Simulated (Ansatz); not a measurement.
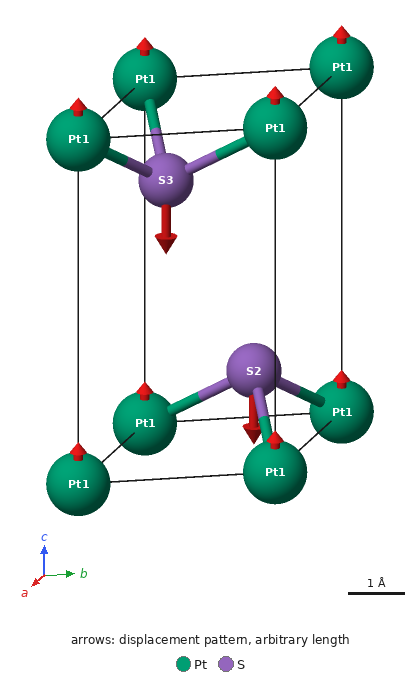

One vibrational mode of crystalline PtS2 at the zone centre. Displacements are drawn as red arrows; their common scale and sign are arbitrary. The picture is a ball-and-stick view of the cell of the calculation, seen slightly off an axis.

All numbers below come from DFT PBE, scalar-relativistic, plane waves, PAW (Ansatz 0.2.0). Set-up: plane-wave cutoff 420 eV; k-point mesh 12 × 12 × 4; occupations fixed; no spin polarisation.

Frequencies are those without the non-analytic (LO–TO) term.

**What mode is this, and where does it lie in the spectrum?**

This is the A₂u mode at 317 cm⁻¹, optical level 3 of 4, counted from below, infrared-active by symmetry. The S sublattice moves against the Pt sublattice, along c; the kinetic energy is shared as S 75 %, Pt 25 %.

Limits of the set-up: layers or molecules are held without a dispersion correction, so their spacing is unreliable.
